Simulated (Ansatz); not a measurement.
**Run report: SiC, single-point calculation**

- system: SiC (slab, 8 atoms in the cell)
- method: DFT PBEsol, scalar-relativistic, plane waves, PAW, no spin polarisation (Ansatz 0.2.0)

The structure derives from an entry of the Crystallography Open Database. It belongs to a series of runs on one base structure; here: the substrate alone at its places in the stack. Figures and captions count atoms from 1; the log counts them from 0 in places.

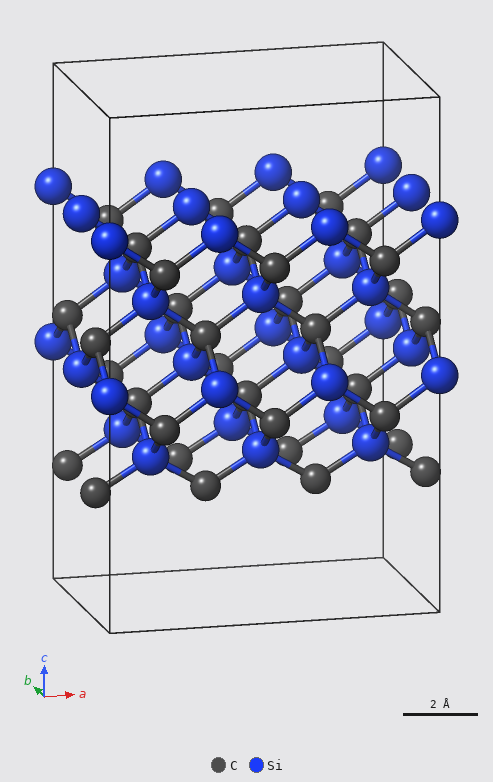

Figure 1. The structure (ball-and-stick view of the 3 × 2 repeat of the cell, with the vacuum cut short, seen slightly off an axis). An atom can appear more than once, as a periodic image.

### Input file
```yaml
crystal:
  lattice:
    - [3.0806203186, 0.0, 0.0]
    - [0.0, 3.0806203186, 0.0]
    - [0.0, 0.0, 35.4753561983]
  atoms:
    - { symbol: C, position: [-5.9266e-06, 0.5000046769, 0.2153382748] }
    - { symbol: Si, position: [0.4999940583, 0.5000048011, 0.2410461685] }
    - { symbol: C, position: [0.4999940436, 4.794e-06, 0.2728104698] }
    - { symbol: Si, position: [-5.9374e-06, 4.8711e-06, 0.3022640448] }
    - { symbol: C, position: [-5.9013e-06, 0.5000049264, 0.3338786644] }
    - { symbol: Si, position: [0.4999939593, 0.5000051158, 0.3637431573] }
    - { symbol: C, position: [0.499993865, 5.2425e-06, 0.3953497079] }
    - { symbol: Si, position: [-6.2559e-06, 5.3862e-06, 0.4249281992] }
basis:
  ecutwfc: 420
kpoints:
  mp_grid: { grid: [11, 11, 1] }
hamiltonian:
  xc: pbesol
scf:
  occupations: { method: gaussian, width: 0.1 }
output:
  forces: true
  stress: true
  eigenvalues: true
  write_density: true
  write_potential: true
  elf: true
  volumetric_format: npy
efield:
  axis: 3
  dipole_correction: true
  ramp_width: 0.04
```

Launch command:
```bash
ansatz run input.yaml --threads 4 --pin off --max-ram 10240MiB --backend cpu --events-out ev --progress --plain --runs-dir out
```

### Log
```
Warning: the atoms were moved onto the symmetric positions of the space group found under crystal.symmetry.tolerance 1.0e-5 (fractional; no operation is sought that the atoms, as they stand in a round, miss by more than twice it, and no atom is moved by as much as it), and the run uses the moved positions. Before a round's move an operation carried an atom to 2.94e-6 Å from where it should land, the largest such distance. Atom 7 (counting from 0) moved farthest, by 2.54e-5 Å; the longest move in fractions of the cell, of whichever atom, is 0.82 of the tolerance, in 1 round. To run the atoms as typed, lower crystal.symmetry.tolerance until the operations that they miss are no longer found, or set crystal.symmetry.detect: false (a key that needs symmetry detection or time reversal refuses this as the deck is read). The positions used, in the order of the run's atom list: position: [-3.030514478686436e-17, 0.5, 0.2153382748]; position: [0.5, 0.5, 0.2410461685]; position: [0.5, 0.0, 0.2728104698]; position: [-2.4887522056225853e-17, 0.0, 0.3022640448]; position: [-1.4212365821979905e-17, 0.5, 0.3338786644]; position: [0.5, 0.5, 0.3637431573]; position: [0.5, 0.0, 0.3953497079]; position: [1.563538117336713e-17, 0.0, 0.4249281992];
Engine: ansatz 0.2.0, x86_64-unknown-linux-gnu
Pseudopotentials: kind: paw
Pseudopotential: C, paw, valence charge 4, recommended cutoff 420 eV (normal), C.paw.azcp
Pseudopotential: Si, paw, valence charge 4, recommended cutoff 420 eV (normal), Si.paw.azcp
Functional definition: PBEsol
  exchange = pbesol_x
  correlation = pbesol_c
Crystal: 8 atoms, lattice volume = 336.669 Å³
Basis set: ecut = 420 eV, 6631 PW (Γ), exchange–correlation on 48×48×480 points (8 copies of the dense FFT grid, shifted against one another)
Bands: 24, of which v1, the nominal top of the filled ones, is band 16 counted from 1 (15 counted from 0)
Symmetry: 4 space group operations
Space group: Pmm2 (ITA 25), of the structure as read, at distance tolerance 7.0e-5 Å
k-points: 36 of 121
Non-local potential: C, projectors of the file, l = 0: 2, l = 1: 2, l = 2: 1
Non-local potential: Si, projectors of the file, l = 0: 2, l = 1: 2, l = 2: 2
PAW form: soft (Blöchl's): semilocal exchange-correlation on the pseudo side does not see the compensation charge
PAW frozen core: C, regenerated for the run's functional, and the local potential with it (the file was generated under x = pbe(κ = 0.804, μ = 0.2195149727645171), c = pbe(β = 0.06672455060314922))
PAW frozen core: Si, regenerated for the run's functional, and the local potential with it (the file was generated under x = pbe(κ = 0.804, μ = 0.2195149727645171), c = pbe(β = 0.06672455060314922))
PAW one-centre angular grid: C, 110 points (default); XC on 64 Gauss nodes
PAW one-centre angular grid: Si, 110 points (default); XC on 64 Gauss nodes
Initial density: superposition of atomic densities (neutral atoms: chi_scale 0, normalization atom), corrected by the library's trained network
Initial wavefunctions: pseudopotential atomic-orbital guess
Functional: x = pbesol(κ = 0.804, μ = 0.12345679012345678), c = pbesol(β = 0.046)
SCF iter   1: F=—  HF=-3468.635074 eV  |F-HF|=—  |Δ(HF+E_count)|=         —  Δρ=5.54e-3  dr2=1.02e0  ethr=1.77e-3  p=0.058 e·Å  D=3.11e-2 V/Å  ΔV_dip=-1.10 eV  dr2_dipole=2.78e-1  V_vac-E_F(+/−)=5.85/6.96 eV  ⟨swp⟩=10.0  Hψ=6661  notcnv=0  defer=36
efield: sawtooth ramp at fractional position 0.8001 (placed from the atoms, in the widest stretch of the axis that holds none; the zero of the levels goes with the place), width 0.0400; the density the first Hamiltonian is built on has a dipole p = 0.058 e·Å; the dipole correction subtracts the counter field D = 3.11e-2 V/Å, which shifts the + side's vacuum level by -1.10 eV against the − side's; the planar-averaged density in the ramp window peaks in size at 1.5e-6 e/Å³
preconditioner: auto → LDOS  [metal: Δε(μ)=0.011 eV  Ē_g=10.431 eV  σ=0.100 eV  W_gap=0.06  n_scr=20 (ndim 8)  ℏωp=11.4 eV  f_vac=0.681  D(μ)=3.84/eV (n_scr^D=16)  β→1.0]
SCF iter   2: F=—  HF=-3468.590072 eV  |F-HF|=—  |Δ(HF+E_count)|=   4.50e-2  Δρ=1.98e-3  dr2=6.72e-2  ethr=1.77e-3  p=0.063 e·Å  D=3.39e-2 V/Å  ΔV_dip=-1.20 eV  dr2_dipole=1.65e-2  V_vac-E_F(+/−)=5.73/6.93 eV  ⟨swp⟩=1.6  Hψ=1182  notcnv=0  defer=86
SCF iter   3: F=—  HF=-3468.590490 eV  |F-HF|=—  |Δ(HF+E_count)|=   4.18e-4  Δρ=8.19e-4  dr2=1.32e-2  ethr=2.10e-4  p=0.065 e·Å  D=3.48e-2 V/Å  ΔV_dip=-1.23 eV  dr2_dipole=3.48e-3  V_vac-E_F(+/−)=5.76/6.99 eV  ⟨swp⟩=2.2  Hψ=1201  notcnv=0  defer=103
SCF iter   4: F=—  HF=-3468.590046 eV  |F-HF|=—  |Δ(HF+E_count)|=   4.44e-4  Δρ=2.44e-4  dr2=1.88e-3  ethr=4.12e-5  p=0.067 e·Å  D=3.60e-2 V/Å  ΔV_dip=-1.28 eV  dr2_dipole=4.49e-4  V_vac-E_F(+/−)=5.75/7.03 eV  ⟨swp⟩=1.8  Hψ=1144  notcnv=0  defer=103
SCF iter   5: F=—  HF=-3468.590000 eV  |F-HF|=—  |Δ(HF+E_count)|=   4.65e-5  Δρ=1.04e-4  dr2=1.54e-4  ethr=5.89e-6  p=0.068 e·Å  D=3.68e-2 V/Å  ΔV_dip=-1.30 eV  dr2_dipole=1.92e-5  V_vac-E_F(+/−)=5.75/7.05 eV  ⟨swp⟩=1.4  Hψ=908  notcnv=0  defer=103
SCF iter   6: F=—  HF=-3468.589998 eV  |F-HF|=—  |Δ(HF+E_count)|=   1.78e-6  Δρ=5.40e-5  dr2=2.33e-5  ethr=4.80e-7  p=0.069 e·Å  D=3.73e-2 V/Å  ΔV_dip=-1.32 eV  dr2_dipole=3.05e-7  V_vac-E_F(+/−)=5.74/7.07 eV  ⟨swp⟩=2.3  Hψ=1249  notcnv=0  defer=103
SCF iter   7: F=—  HF=-3468.590032 eV  |F-HF|=—  |Δ(HF+E_count)|=   3.34e-5  Δρ=2.84e-5  dr2=5.50e-6  ethr=7.29e-8  p=0.070 e·Å  D=3.74e-2 V/Å  ΔV_dip=-1.33 eV  dr2_dipole=3.98e-9  V_vac-E_F(+/−)=5.74/7.07 eV  ⟨swp⟩=2.7  Hψ=1319  notcnv=0  defer=104
SCF iter   8: F=—  HF=-3468.590033 eV  |F-HF|=—  |Δ(HF+E_count)|=   1.91e-6  Δρ=1.26e-5  dr2=8.23e-7  ethr=1.72e-8  p=0.070 e·Å  D=3.75e-2 V/Å  ΔV_dip=-1.33 eV  dr2_dipole=2.30e-8  V_vac-E_F(+/−)=5.74/7.07 eV  ⟨swp⟩=2.7  Hψ=1292  notcnv=0  defer=104
SCF iter   9: F=—  HF=-3468.590034 eV  |F-HF|=—  |Δ(HF+E_count)|=   8.03e-7  Δρ=4.72e-6  dr2=1.80e-7  ethr=2.57e-9  p=0.070 e·Å  D=3.75e-2 V/Å  ΔV_dip=-1.33 eV  dr2_dipole=2.52e-8  V_vac-E_F(+/−)=5.74/7.07 eV  ⟨swp⟩=2.4  Hψ=1320  notcnv=0  defer=104
SCF iter  10: F=-3468.590034 eV  HF=-3468.590034 eV  |F-HF|=6.01e-8  |Δ(HF+E_count)|=   9.61e-8  Δρ=1.84e-6  dr2=1.65e-8  ethr=3.13e-10  p=0.070 e·Å  D=3.75e-2 V/Å  ΔV_dip=-1.33 eV  dr2_dipole=4.29e-10  V_vac-E_F(+/−)=5.74/7.07 eV  ⟨swp⟩=24.5  Hψ=8779  notcnv=0
SCF 1 converged in 10 iterations: F = -3468.590034 eV  dr2 = 1.65e-8
  greatest PAW one-centre occupation: 0.691 electrons in one spin orbital (limit 2), on the C atom at site 0 (counted from 0), in its partial waves of l = 0
```

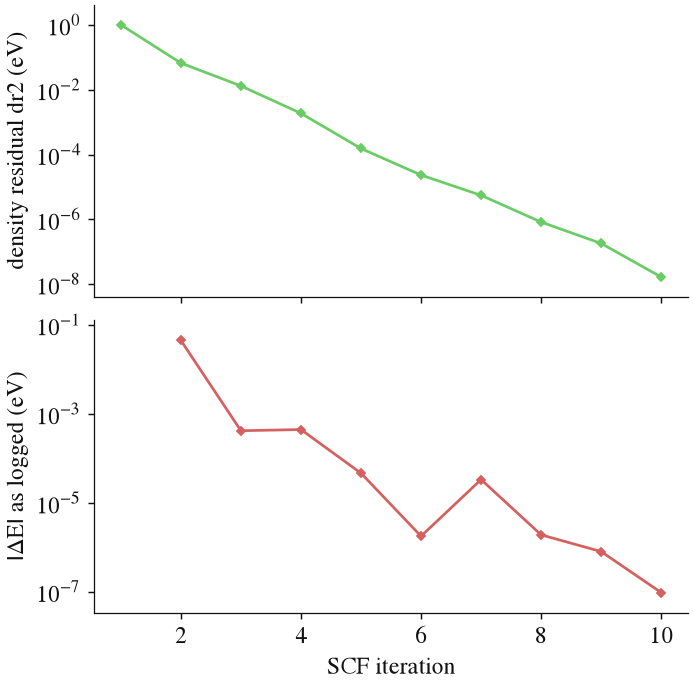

Figure 2. Convergence of the self-consistent field: density residual dr2 and size of the energy change against the SCF iteration. The residual falls at every step.

```
WARN: The output density's exchange-correlation potential varies sharply where the density is thin. Do not read a vacuum level from v_tot or v_xc, or from such a field of the output density. On a cell that repeats whose density bears no net charge and no dipole along the vacuum's axis use v_es (v_loc + v_h of the components); under efield.dipole_correction with no amplitude use v_es + v_field, which holds any external_charges[].barrier, or the levels of the report's work_function block, which leave it out; under a non-zero efield.amplitude the vacuum is tilted and has no level; on a cell that repeats and bears such a dipole with no correction it is tilted too, and efield.dipole_correction with no amplitude gives each side of its ramp a level where efield: is served; in a cell that repeats whose density bears a net charge (total_charge, or a fill off its count) it is curved and has none; of a slab under crystal.periodic whose density bears no net charge use v_es, which has a level on each side, short of where the two are joined; of another it falls or rises all the way out and has none; of a slab beside external_charges read slab_vacuum_level instead, which it has where they leave it neutral. The grid or the basis barely resolves most such structure, and the values can differ between equally converged runs; as a rule a tighter scf.convergence.dr2_threshold does not remove it. Where the density itself ripples (under the LDA too) a higher basis.ecutwfc lessens it. The files hold the spikes' plane waves up to the density's cutoff. Files: v_tot_of_output_density and the like, and their columns of v_z.tsv (output.write_potential); v_xc_of_output_density and the like, and their columns of v_comp_z.tsv (output.write_potential_components). Measured: with its Gaussian average of σ = 0.25 Å subtracted twice, the exchange-correlation potential is over 0.1 eV at 32 of the grid points where the equally averaged density (valence and model cores) is under 1e-3 e/Å³, and 0.284 eV at the most among them, at an averaged density of 1.7e-7 e/Å³. The input density's (outcome.potential() and, of a run that writes arrays, v_tot and v_xc) is over 0.1 eV, so measured, at 30 points of its own thin density, 0.127 eV at the most. See output.write_potential in the manual, Limitations
SCF converged after 10 iterations
Free energy (F): -3468.590034 eV
Harris-Foulkes:  -3468.590034 eV  (|F-HF|=6.01e-8)
Internal energy: -3468.571612 eV  (E = F + TS)
E sigma→0 (E₀):  -3468.580823 eV
Entropy (-TS):   -0.018422 eV (-2.303 meV/atom)
Fermi energy:    -2.396031 eV
Dipole field:    D = 0.037506 V/Å  (p = 0.069782 e·Å, saw-weighted, corrected)
Work function:   Φ+ = 5.7433 eV   Φ− = 7.0739 eV
Levels:          The Fermi level and band energies are counted from a zero that moves with the ramp; work functions are not
--- Per-component energies (eV) ---
  E_band       = -266.315676
  E_kinetic    = 527.147475
  E_local      = -33342.801056  (includes V_loc(G=0)·N_el)
  E_nonlocal   = 209.962072
  E_hartree    = 16401.476428
  E_xc         = -412.093157
  E_vxc        = -428.003569  (∫ρ·V_xc dr)
  E_paw        = -2376.068059  (= ΣΔE_a)
  E_vpaw       = -35.635845  (= ΣTr[D̂ρ^β])
  E_aug_tail   = 0.000053  (compensation charges beyond the density's cutoff)
  E_efield     = 0.001309  (sawtooth field / dipole correction)
  E_vefield    = 0.064925  (∫n·V_field dr)
  E_ewald      = 15523.592678
  E_core_change = 0.210645  (= ΣΔE_core)
  E_smearing   = -0.018422  (= −TS)
  E_closure    = -0.000000  (closes the sum)
  Σ components = -3468.590034   (vs F -3468.590034, Δ=0.00e0)
--- Forces (eV/Å), atoms counted from 1 ---
  atom   1  C      0.00000000     0.00000000    -0.03065850
  atom   2  Si     0.00000000     0.00000000     0.07146083
  atom   3  C      0.00000000     0.00000000    -0.19186590
  atom   4  Si     0.00000000     0.00000000     0.32595440
  atom   5  C      0.00000000     0.00000000    -0.33789591
  atom   6  Si     0.00000000     0.00000000     0.42396029
  atom   7  C      0.00000000     0.00000000    -0.91829210
  atom   8  Si     0.00000000     0.00000000     0.65724541
  max |Σ_I F_I| component: 9.15e-5 eV/Å
--- Stress (GPa, compression-positive) ---
        2.331079       0.000000       0.000000
        0.000000      -2.992796       0.000000
        0.000000       0.000000       0.243587
  P = ⅓ Tr σ = -0.1394 GPa (-1.394 kbar)
--- Band table (eV; the first three rows and the last of 36) ---
  k-point 0: bands = ["-17.9754", "-16.9283", "-15.3005", "-13.1084", "-9.9331", "-7.4089", "-5.9579", "-5.7435", "-5.2534", "-5.0300", "-4.8584", "-4.2166", "-3.6145", "-3.1804", "-3.1611", "-2.6330", "-0.8802", "-0.8685", "0.6205", "1.7852", "2.1929", "2.8142", "3.4105", "3.7461"]
  k-point 1: bands = ["-17.8694", "-16.8290", "-15.2178", "-13.0790", "-9.8630", "-7.5824", "-6.2112", "-5.8822", "-5.8242", "-5.1916", "-4.6437", "-4.2453", "-4.1829", "-3.1864", "-2.8626", "-2.6862", "-1.0724", "-0.5309", "0.8389", "2.1680", "2.5040", "3.0937", "3.2037", "3.6148"]
  k-point 2: bands = ["-17.5542", "-16.5360", "-14.9835", "-13.0319", "-9.6916", "-8.3615", "-7.1573", "-6.6539", "-5.6610", "-5.4096", "-5.0152", "-4.5025", "-4.0954", "-3.2188", "-2.9981", "-2.5486", "-1.4723", "-0.0352", "0.8907", "2.2994", "2.9280", "3.6568", "3.8085", "4.1379"]
  k-point 35: bands = ["-13.4946", "-13.2630", "-13.0991", "-11.8947", "-10.4319", "-10.1687", "-9.6829", "-9.4286", "-7.6567", "-7.3501", "-6.7777", "-6.6424", "-6.3722", "-5.9463", "-3.6464", "-3.2471", "-2.8701", "-2.0273", "-0.1891", "1.0469", "2.1482", "2.6790", "3.2647", "3.6841"]
```

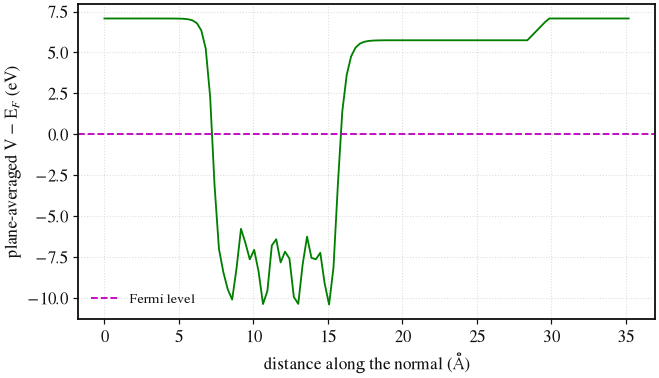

Figure 3. Plane average of the electrostatic potential energy of an electron across the cell, from the Fermi level. The vacuum level lies 5.74 eV above the Fermi level on the upper side and 7.07 eV on the lower.

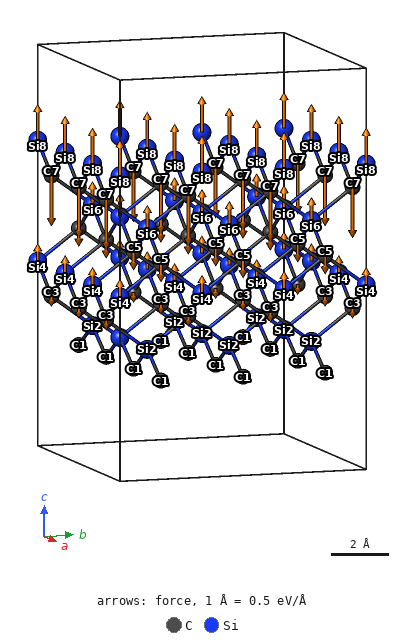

Figure 4. Forces on the atoms as orange arrows (ball-and-stick view of the 3 × 3 repeat of the cell, with the vacuum cut short, seen slightly off an axis; atoms are numbered from 1 in the order of the input); the smallest are left out. The largest act on C7 (0.92 eV/Å); Si8 (0.66 eV/Å); Si6 (0.42 eV/Å); C5 (0.34 eV/Å), among others. The geometry is not a stationary point of this energy.

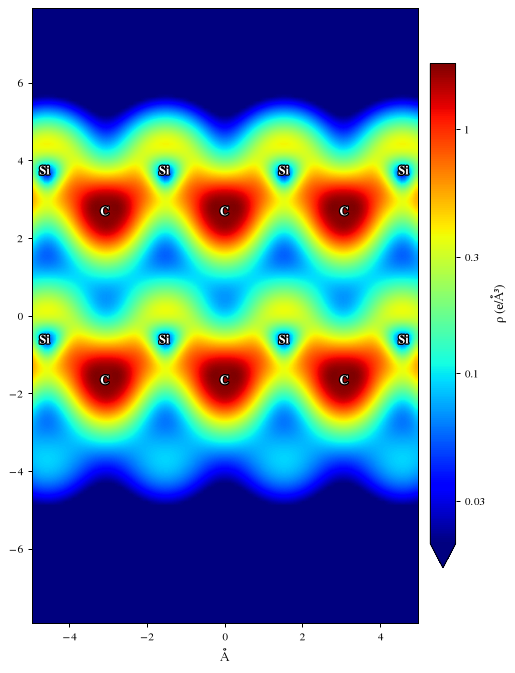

Figure 5. Valence electron density on the (010) plane of the calculation cell, a cut from vacuum to vacuum. The section cuts through C and Si sites. Si–C (1.86 Å): ρ is about 0.92 e/Å³ halfway. The density dies away to nearly zero in the vacuum. Core electrons are frozen (PAW), so the fields are smoothed inside the atomic spheres.

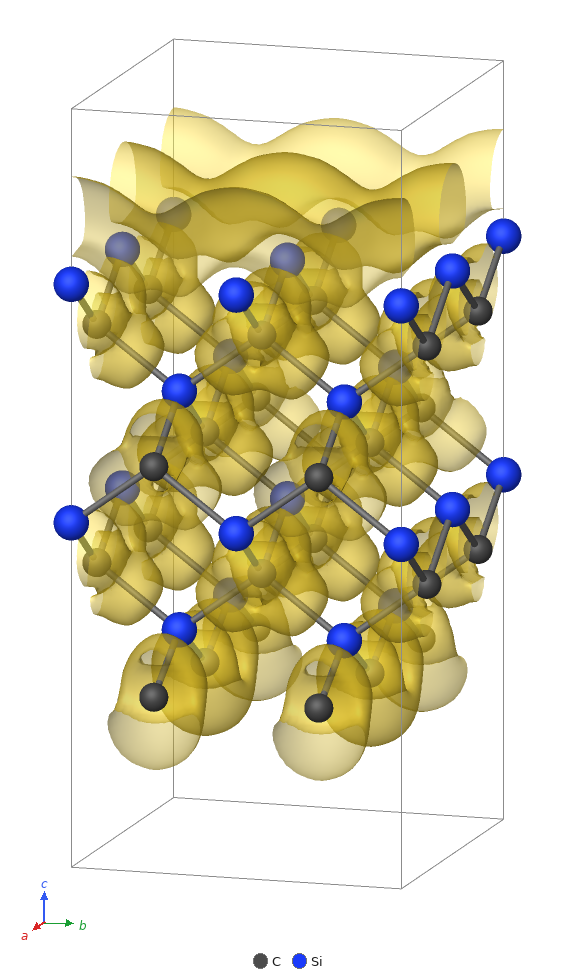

Figure 6. Isosurface of the ELF at 0.7 (yellow), seen slightly off an axis. Only the valence region is drawn (cores and ρ < 0.01 e/Å³ removed). Sticks mark near contacts. Si–C (1.86 Å): the ELF peaks at about 0.95 between the atoms (localised, shared-pair bonding).

### Summary

| quantity | value |
| --- | --- |
| outcome | converged |
| electrons treated | 32 |
| free energy | −3468.5900 eV |
| work function, top face | 5.74 eV |
| work function, bottom face | 7.07 eV |
| Fermi energy | −2.396 eV |
| gap on the k-point mesh | none (metallic) |
| work function (upper face) | 5.74 eV |
| largest force (length of the vector) | 0.918 eV/Å |
| hardware | 4 threads of Intel Xeon @ 2.50GHz (Skylake/Cascade Lake), 32 GiB of memory available, shared host |
| wall time | 17 s (CPU time 66 s) |
| peak memory | 0.78 GiB |

### Notes

The program warns: the structure was made exactly symmetric; the exchange-correlation potential is rough where the density is thin.
